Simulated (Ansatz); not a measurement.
**Geometry relaxation, with input and output: TiO2 (part 1 of 2)**

The run: geometry relaxation of TiO2 (I4₁/amd, 6 atoms in the cell). Method and program: DFT PBE, scalar-relativistic, plane waves, PAW, no spin polarisation (Ansatz 0.2.0).

The structure derives from a Materials Project entry. Figures and captions count atoms from 1; the log counts them from 0 in places.

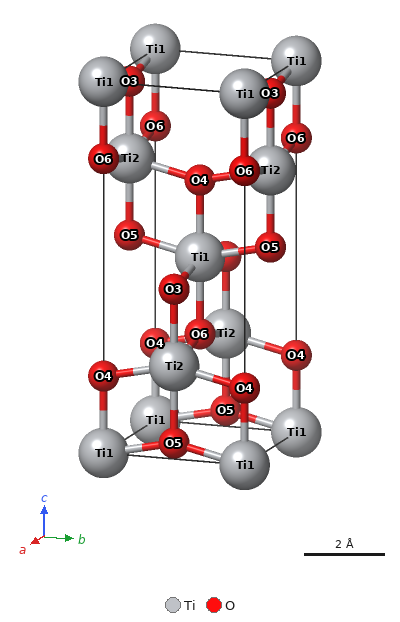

**Figure 1.** The structure as given in the input (ball-and-stick view of the cell 2 times as large as that of the calculation, set on its symmetry axes, seen slightly off an axis; atoms are numbered from 1 in the order of the input). Near neighbours in the crystal (not all of them lie inside the picture): Ti has 6 O at 1.94 to 1.99 Å; O has 3 Ti at 1.94 to 1.99 Å.

## Summary

```tsv
quantity	value
outcome	converged
space group (tolerance 0.01 Å)	I4₁/amd (141)
electrons treated	48
free energy	−7277.4999 eV
Fermi energy	8.032 eV
gap on the k-point mesh	2.14 eV
pressure	0.01 GPa
final volume	69.99 Å³
largest force (length of the vector) at the end	0.001 eV/Å
final cell	a = 5.543 Å, b = 5.543 Å, c = 5.543 Å, α = 139.92°, β = 139.92°, γ = 57.98°
hardware	4 threads of Intel Xeon (Sapphire Rapids), 192 GiB of memory available, shared host
wall time	23 s (CPU time 83 s)
peak memory	0.59 GiB
```

## Input file
```yaml
crystal:
  lattice:
    - [-1.89126984, 1.89126984, 4.80751079]
    - [1.89126984, -1.89126984, 4.80751079]
    - [1.89126984, 1.89126984, -4.80751079]
  atoms:
    - { symbol: Ti, position: [0.0, 0.0, 0.0] }
    - { symbol: Ti, position: [0.75, 0.25, 0.5] }
    - { symbol: O, position: [0.95715212, 0.45715212, 0.5] }
    - { symbol: O, position: [0.20715212, 0.20715212, 0.0] }
    - { symbol: O, position: [0.54284788, 0.04284788, 0.5] }
    - { symbol: O, position: [0.79284788, 0.79284788, 0.0] }
basis:
  ecutwfc: 420
kpoints:
  mp_grid: { grid: [10, 10, 10] }
hamiltonian:
  xc: pbe
scf:
  occupations: { method: gaussian, width: 0.02 }
output:
  forces: true
  stress: true
  eigenvalues: true
  write_density: true
  write_potential: true
  elf: true
  volumetric_format: npy
relax:
  adjacent_minimum: "off"
  f_tol: 0.005
  max_steps: 80
  cell: { stress_tol: 0.05 }
```

Launch command:
```bash
ansatz run input.yaml --threads 4 --pin off --max-ram 8192MiB --backend cpu --events-out ev --progress --plain --runs-dir out
```

## The program's output
```
Engine: ansatz 0.2.0, x86_64-unknown-linux-gnu
Pseudopotentials: kind: paw
Pseudopotential: Ti, paw, valence charge 12, recommended cutoff 420 eV (normal), Ti.paw.azcp
Pseudopotential: O, paw, valence charge 6, recommended cutoff 420 eV (normal), O.paw.azcp
Functional definition: PBE
  parameter kappa = 0.804
  parameter beta = 0.06672455060314922
  exchange = pbe_x(kappa = kappa, mu = beta*pi^2/3)
  correlation = pbe_c(beta = beta)
Crystal: 6 atoms, lattice volume = 68.784 Å³
Basis set: ecut = 420 eV, 1333 PW (Γ), exchange–correlation on 80×80×80 points (8 copies of the dense FFT grid, shifted against one another)
Bands: 30, of which v1, the nominal top of the filled ones, is band 24 counted from 1 (23 counted from 0)
Symmetry: 16 space group operations
Space group: I41/amd (ITA 141), of the structure as read, at distance tolerance 4.1e-5 Å
k-points: 102 of 1000
Non-local potential: Ti, projectors of the file, l = 0: 3, l = 1: 2, l = 2: 3, l = 3: 1
Non-local potential: O, projectors of the file, l = 0: 2, l = 1: 2, l = 2: 1
PAW form: soft (Blöchl's): semilocal exchange-correlation on the pseudo side does not see the compensation charge
PAW one-centre angular grid: Ti, 590 points (default); XC on 64 Gauss nodes
PAW one-centre angular grid: O, 110 points (default); XC on 64 Gauss nodes
Initial density: superposition of atomic densities (neutral atoms: chi_scale 0, normalization atom), corrected by the library's trained network
Initial wavefunctions: pseudopotential atomic-orbital guess
Functional: x = pbe(κ = 0.804, μ = 0.2195149727645171), c = pbe(β = 0.06672455060314922)
SCF iter   1: F=—  HF=-7277.486004 eV  |F-HF|=—  |Δ(HF+E_count)|=         —  Δρ=3.38e-3  dr2=2.68e-3  ethr=1.77e-3  ⟨swp⟩=5.5  Hψ=12749  notcnv=0
preconditioner: auto → none  [insulator: Δε(μ)=2.163 eV  Ē_g=9.617 eV  σ=0.020 eV  W_gap=1.00  n_scr=14 (ndim 8)  ℏωp=25.3 eV  f_vac=0.104  D(μ)=0.00/eV (n_scr^D=0)  ε∞_Penn≈7.9]
SCF iter   2: F=—  HF=-7277.487641 eV  |F-HF|=—  |Δ(HF+E_count)|=   1.64e-3  Δρ=2.31e-3  dr2=2.44e-3  ethr=5.57e-6  ⟨swp⟩=2.7  Hψ=6424  notcnv=0  defer=171
SCF iter   3: F=—  HF=-7277.487703 eV  |F-HF|=—  |Δ(HF+E_count)|=   6.27e-5  Δρ=1.48e-3  dr2=9.96e-4  ethr=5.07e-6  ⟨swp⟩=2.0  Hψ=4892  notcnv=0  defer=171
SCF iter   4: F=—  HF=-7277.487843 eV  |F-HF|=—  |Δ(HF+E_count)|=   1.40e-4  Δρ=6.12e-4  dr2=1.54e-4  ethr=2.07e-6  ⟨swp⟩=2.0  Hψ=3503  notcnv=0  defer=171
SCF iter   5: F=—  HF=-7277.487893 eV  |F-HF|=—  |Δ(HF+E_count)|=   4.98e-5  Δρ=1.24e-4  dr2=6.22e-6  ethr=3.22e-7  ⟨swp⟩=2.0  Hψ=3807  notcnv=0  defer=171
SCF iter   6: F=—  HF=-7277.487809 eV  |F-HF|=—  |Δ(HF+E_count)|=   8.36e-5  Δρ=1.27e-5  dr2=2.96e-8  ethr=2.08e-10  ⟨swp⟩=10.0  Hψ=22530  notcnv=0
SCF iter   7: F=-7277.487809 eV  HF=-7277.487809 eV  |F-HF|=1.09e-9  |Δ(HF+E_count)|=   7.18e-8  Δρ=1.78e-6  dr2=7.27e-10  ethr=6.16e-11  ⟨swp⟩=5.9  Hψ=17677  notcnv=0
SCF 1 converged in 7 iterations: F = -7277.487809 eV  dr2 = 7.27e-10
  greatest PAW one-centre occupation: 0.999 electrons in one spin orbital (limit 2), on the Ti atom at site 1 (counted from 0), in its partial waves of l = 0
relax step   1: F+E_penalty+E_count = -7277.48780930 eV  Δ(F+E_penalty+E_count) = +0.000e0 eV  max|allowed force component| = 4.808e-2 eV/Å  Δτ_max = 0.0000 Å  P = +3.414 GPa  Ω = 68.784 Å³  (7 SCF iters, dr2 threshold 1.00e-7 eV, accepted)
Crystal: 6 atoms, lattice volume = 69.576 Å³
Basis set: ecut = 420 eV, 1349 PW (Γ), exchange–correlation on 80×80×80 points (8 copies of the dense FFT grid, shifted against one another)
Initial density: handed on by an earlier stage of this run
Initial wavefunctions: those handed on with the density
iter 1 solved again at ethr=6.20e-6 eV; its pass at ethr=3.10e-3 eV (dr2=2.98e-3 eV) is discarded
SCF iter   1: F=—  HF=-7277.495650 eV  |F-HF|=—  |Δ(HF+E_count)|=         —  Δρ=1.97e-3  dr2=2.39e-3  ethr=6.20e-6  ⟨swp⟩=2.0  Hψ=16989  notcnv=0
preconditioner: auto → Resta (q_TF=auto, 2.565 Å⁻¹)  ε∞=8.0  [insulator: Δε(μ)=2.124 eV  Ē_g=9.520 eV  σ=0.020 eV  W_gap=1.00  n_scr=22 (ndim 8)  ℏωp=25.2 eV  f_vac=0.108  D(μ)=0.00/eV (n_scr^D=0)  ε∞_Penn≈8.0]
SCF iter   2: F=—  HF=-7277.495201 eV  |F-HF|=—  |Δ(HF+E_count)|=   4.49e-4  Δρ=9.45e-4  dr2=7.74e-4  ethr=4.99e-6  ⟨swp⟩=2.0  Hψ=5300  notcnv=0
SCF iter   3: F=—  HF=-7277.495099 eV  |F-HF|=—  |Δ(HF+E_count)|=   1.01e-4  Δρ=4.20e-4  dr2=1.91e-4  ethr=1.61e-6  ⟨swp⟩=2.0  Hψ=4867  notcnv=0
SCF iter   4: F=—  HF=-7277.494996 eV  |F-HF|=—  |Δ(HF+E_count)|=   1.03e-4  Δρ=1.72e-4  dr2=4.23e-5  ethr=3.99e-7  ⟨swp⟩=2.1  Hψ=4698  notcnv=0
SCF iter   5: F=—  HF=-7277.495005 eV  |F-HF|=—  |Δ(HF+E_count)|=   8.80e-6  Δρ=3.97e-5  dr2=1.99e-6  ethr=8.81e-8  ⟨swp⟩=2.0  Hψ=4298  notcnv=0
SCF iter   6: F=-7277.495008 eV  HF=-7277.495008 eV  |F-HF|=1.03e-7  |Δ(HF+E_count)|=   2.67e-6  Δρ=8.49e-6  dr2=6.20e-8  ethr=1.25e-9  ⟨swp⟩=10.0  Hψ=22170  notcnv=0
SCF 2 converged in 6 iterations: F = -7277.495008 eV  dr2 = 6.20e-8
relax step   2: F+E_penalty+E_count = -7277.49500789 eV  Δ(F+E_penalty+E_count) = -7.199e-3 eV  max|allowed force component| = 8.111e-3 eV/Å  Δτ_max = 0.0029 Å  P = +0.983 GPa  Ω = 69.576 Å³  energy of the carried Pulay correction = -3.334e-3 eV  (6 SCF iters, dr2 threshold 6.00e-7 eV, accepted)
Crystal: 6 atoms, lattice volume = 69.917 Å³
Basis set: ecut = 420 eV, 1365 PW (Γ), exchange–correlation on 80×80×80 points (8 copies of the dense FFT grid, shifted against one another)
iter 1 solved again at ethr=1.04e-6 eV; its pass at ethr=3.10e-3 eV (dr2=4.99e-4 eV) is discarded
SCF iter   1: F=—  HF=-7277.494811 eV  |F-HF|=—  |Δ(HF+E_count)|=         —  Δρ=7.99e-4  dr2=3.97e-4  ethr=1.04e-6  ⟨swp⟩=2.0  Hψ=16950  notcnv=0
preconditioner: auto → Resta (q_TF=auto, 2.563 Å⁻¹)  ε∞=8.0  [insulator: Δε(μ)=2.127 eV  Ē_g=9.495 eV  σ=0.020 eV  W_gap=1.00  n_scr=22 (ndim 8)  ℏωp=25.1 eV  f_vac=0.108  D(μ)=0.00/eV (n_scr^D=0)  ε∞_Penn≈8.0]
SCF iter   2: F=—  HF=-7277.494647 eV  |F-HF|=—  |Δ(HF+E_count)|=   1.64e-4  Δρ=3.94e-4  dr2=1.30e-4  ethr=8.27e-7  ⟨swp⟩=2.0  Hψ=4692  notcnv=0
SCF iter   3: F=—  HF=-7277.494632 eV  |F-HF|=—  |Δ(HF+E_count)|=   1.53e-5  Δρ=1.76e-4  dr2=3.22e-5  ethr=2.71e-7  ⟨swp⟩=2.0  Hψ=3827  notcnv=0
SCF iter   4: F=—  HF=-7277.494632 eV  |F-HF|=—  |Δ(HF+E_count)|=   2.37e-7  Δρ=7.06e-5  dr2=6.83e-6  ethr=6.70e-8  ⟨swp⟩=2.0  Hψ=4695  notcnv=0
SCF iter   5: F=-7277.494634 eV  HF=-7277.494634 eV  |F-HF|=4.09e-7  |Δ(HF+E_count)|=   2.01e-6  Δρ=1.65e-5  dr2=3.23e-7  ethr=1.25e-9  ⟨swp⟩=7.1  Hψ=20384  notcnv=0
SCF 3 converged in 5 iterations: F = -7277.494634 eV  dr2 = 3.23e-7
relax step   3: F+E_penalty+E_count = -7277.49463415 eV  Δ(F+E_penalty+E_count) = +3.737e-4 eV  max|allowed force component| = 2.581e-3 eV/Å  Δτ_max = 0.0019 Å  P = +0.010 GPa  Ω = 69.917 Å³  energy of the carried Pulay correction = -4.754e-3 eV  (5 SCF iters, dr2 threshold 6.00e-7 eV, accepted)
Initial wavefunctions: pseudopotential atomic-orbital guess (no wavefunctions were taken with the density)
iter 1 solved again at ethr=1.48e-8 eV; its pass at ethr=3.10e-3 eV (dr2=7.11e-6 eV) is discarded
SCF iter   1: F=—  HF=-7277.499718 eV  |F-HF|=—  |Δ(HF+E_count)|=         —  Δρ=2.02e-4  dr2=3.16e-6  ethr=1.48e-8  ⟨swp⟩=3.1  Hψ=20986  notcnv=0
preconditioner: auto → Resta (q_TF=auto, 2.563 Å⁻¹)  ε∞=8.0  [insulator: Δε(μ)=2.132 eV  Ē_g=9.499 eV  σ=0.020 eV  W_gap=1.00  n_scr=22 (ndim 8)  ℏωp=25.1 eV  f_vac=0.107  D(μ)=0.00/eV (n_scr^D=0)  ε∞_Penn≈8.0]
SCF iter   2: F=—  HF=-7277.499809 eV  |F-HF|=—  |Δ(HF+E_count)|=   9.18e-5  Δρ=1.03e-4  dr2=1.57e-6  ethr=6.59e-9  ⟨swp⟩=2.0  Hψ=4692  notcnv=0
SCF iter   3: F=—  HF=-7277.499861 eV  |F-HF|=—  |Δ(HF+E_count)|=   5.21e-5  Δρ=4.98e-5  dr2=4.51e-7  ethr=3.28e-9  ⟨swp⟩=2.0  Hψ=4147  notcnv=0
SCF iter   4: F=—  HF=-7277.499874 eV  |F-HF|=—  |Δ(HF+E_count)|=   1.21e-5  Δρ=5.99e-6  dr2=4.58e-8  ethr=9.39e-10  ⟨swp⟩=2.1  Hψ=4230  notcnv=0
SCF iter   5: F=—  HF=-7277.499874 eV  |F-HF|=—  |Δ(HF+E_count)|=   2.24e-8  Δρ=2.48e-6  dr2=6.84e-9  ethr=9.55e-11  ⟨swp⟩=2.0  Hψ=4199  notcnv=0
SCF iter   6: F=—  HF=-7277.499874 eV  |F-HF|=—  |Δ(HF+E_count)|=   2.05e-8  Δρ=4.37e-7  dr2=9.80e-11  ethr=1.42e-11  ⟨swp⟩=2.0  Hψ=4663  notcnv=0
SCF iter   7: F=-7277.499874 eV  HF=-7277.499874 eV  |F-HF|=2.73e-12  |Δ(HF+E_count)|=  1.74e-10  Δρ=5.07e-8  dr2=1.47e-12  ethr=1.00e-12  ⟨swp⟩=6.0  Hψ=13326  notcnv=0
SCF 4 converged in 7 iterations: F = -7277.499874 eV  dr2 = 1.47e-12
relax step   4: F+E_penalty+E_count = -7277.49987363 eV  Δ(F+E_penalty+E_count) = -5.239e-3 eV  max|allowed force component| = 2.495e-3 eV/Å  Δτ_max = 0.0000 Å  P = +0.149 GPa  Ω = 69.917 Å³  stress off target by 2.09e-1 GPa  SCF on the basis re-selected at this cell (its energy is not comparable with the rows above)  (7 SCF iters)
basis re-selected at this cell: Δ(F+E_penalty+E_count) = -5.239e-3 eV, ΔP = +0.139 GPa vs the last step (what re-selecting the basis moved, of the pressure what is left beyond the Pulay correction that the steps carried, after the strain that the cell walked since its last selection, with what the two solves' SCF thresholds leave and, on support functions, any second-order correction that the steps lacked; it is no measure of the basis error at this ecutwfc). This SCF's stress stands 2.09e-1 GPa from its target on what of the cell is left free (relax.cell.stress_tol is 5.00e-2 GPa) and its largest allowed force component is 2.49e-3 eV/Å (relax.f_tol is 5.00e-3 eV/Å): not within both, so this SCF does not close the relaxation
Crystal: 6 atoms, lattice volume = 69.988 Å³
iter 1 solved again at ethr=3.85e-8 eV; its pass at ethr=3.10e-3 eV (dr2=1.85e-5 eV) is discarded
SCF iter   1: F=—  HF=-7277.499730 eV  |F-HF|=—  |Δ(HF+E_count)|=         —  Δρ=1.77e-4  dr2=1.31e-5  ethr=3.85e-8  ⟨swp⟩=2.9  Hψ=17243  notcnv=0
preconditioner: auto → Resta (q_TF=auto, 2.562 Å⁻¹)  ε∞=8.0  [insulator: Δε(μ)=2.134 eV  Ē_g=9.494 eV  σ=0.020 eV  W_gap=1.00  n_scr=22 (ndim 8)  ℏωp=25.1 eV  f_vac=0.108  D(μ)=0.00/eV (n_scr^D=0)  ε∞_Penn≈8.0]
SCF iter   2: F=—  HF=-7277.499632 eV  |F-HF|=—  |Δ(HF+E_count)|=   9.81e-5  Δρ=1.01e-4  dr2=4.23e-6  ethr=2.72e-8  ⟨swp⟩=2.0  Hψ=4428  notcnv=0
SCF iter   3: F=—  HF=-7277.499632 eV  |F-HF|=—  |Δ(HF+E_count)|=   4.48e-7  Δρ=5.62e-5  dr2=1.56e-6  ethr=8.82e-9  ⟨swp⟩=2.1  Hψ=4052  notcnv=0
SCF iter   4: F=-7277.499633 eV  HF=-7277.499633 eV  |F-HF|=6.39e-8  |Δ(HF+E_count)|=   4.50e-7  Δρ=1.04e-5  dr2=6.66e-8  ethr=2.28e-10  ⟨swp⟩=6.9  Hψ=19827  notcnv=0
SCF 5 converged in 4 iterations: F = -7277.499633 eV  dr2 = 6.66e-8
relax step   5: F+E_penalty+E_count = -7277.49963271 eV  Δ(F+E_penalty+E_count) = +2.409e-4 eV  max|allowed force component| = 1.192e-3 eV/Å  Δτ_max = 0.0017 Å  P = +0.006 GPa  Ω = 69.988 Å³  energy of the carried Pulay correction = -3.049e-4 eV  (4 SCF iters, dr2 threshold 1.09e-7 eV, accepted)
iter 1 solved again at ethr=6.14e-9 eV; its pass at ethr=3.10e-3 eV (dr2=2.95e-6 eV) is discarded
SCF iter   1: F=—  HF=-7277.499899 eV  |F-HF|=—  |Δ(HF+E_count)|=         —  Δρ=7.33e-5  dr2=1.60e-7  ethr=6.14e-9  ⟨swp⟩=3.6  Hψ=22116  notcnv=0
preconditioner: auto → Resta (q_TF=auto, 2.562 Å⁻¹)  ε∞=8.0  [insulator: Δε(μ)=2.135 eV  Ē_g=9.495 eV  σ=0.020 eV  W_gap=1.00  n_scr=22 (ndim 8)  ℏωp=25.1 eV  f_vac=0.107  D(μ)=0.00/eV (n_scr^D=0)  ε∞_Penn≈8.0]
SCF iter   2: F=—  HF=-7277.499860 eV  |F-HF|=—  |Δ(HF+E_count)|=   3.86e-5  Δρ=3.74e-5  dr2=7.00e-8  ethr=3.33e-10  ⟨swp⟩=2.7  Hψ=5581  notcnv=0
SCF iter   3: F=—  HF=-7277.499879 eV  |F-HF|=—  |Δ(HF+E_count)|=   1.87e-5  Δρ=1.37e-5  dr2=3.04e-8  ethr=1.46e-10  ⟨swp⟩=2.0  Hψ=4261  notcnv=0
SCF iter   4: F=—  HF=-7277.499881 eV  |F-HF|=—  |Δ(HF+E_count)|=   2.33e-6  Δρ=2.46e-6  dr2=2.73e-9  ethr=6.34e-11  ⟨swp⟩=2.0  Hψ=4069  notcnv=0
SCF iter   5: F=—  HF=-7277.499881 eV  |F-HF|=—  |Δ(HF+E_count)|=   4.54e-8  Δρ=8.00e-7  dr2=3.35e-10  ethr=5.69e-12  ⟨swp⟩=2.0  Hψ=4103  notcnv=0
SCF iter   6: F=-7277.499881 eV  HF=-7277.499881 eV  |F-HF|=2.55e-11  |Δ(HF+E_count)|=   6.73e-9  Δρ=1.71e-7  dr2=1.37e-11  ethr=1.00e-12  ⟨swp⟩=4.3  Hψ=14450  notcnv=0
SCF 6 converged in 6 iterations: F = -7277.499881 eV  dr2 = 1.37e-11
relax step   6: F+E_penalty+E_count = -7277.49988148 eV  Δ(F+E_penalty+E_count) = -2.488e-4 eV  max|allowed force component| = 1.210e-3 eV/Å  Δτ_max = 0.0000 Å  P = +0.010 GPa  Ω = 69.988 Å³  stress off target by 4.27e-2 GPa  SCF on the basis re-selected at this cell (its energy is not comparable with the rows above)  (6 SCF iters)
```

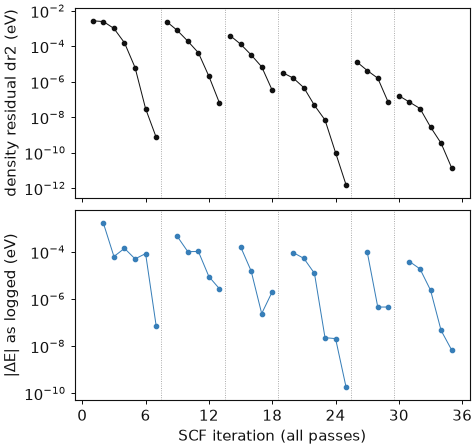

**Figure 2.** Convergence of the self-consistent field: density residual dr2 and size of the energy change against the SCF iteration. The dotted lines part the SCF passes of the relaxation: geometry steps, rejected trials and re-solves on a re-selected basis. The 6 passes take 4 to 7 iterations each, 35 in all.

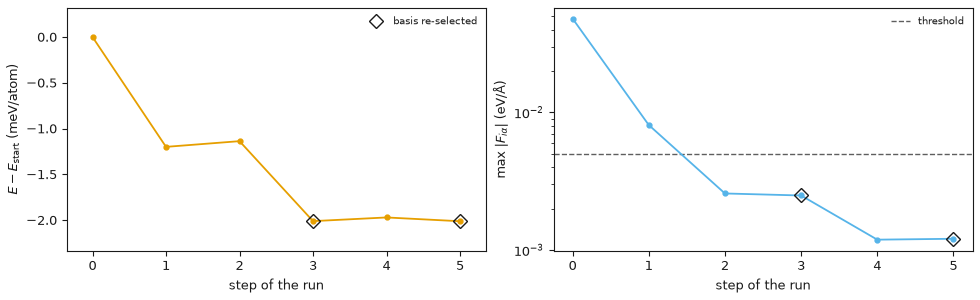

**Figure 3.** Progress of the relaxation, step by step (the first geometry is step 0 here and step 1 in the log).
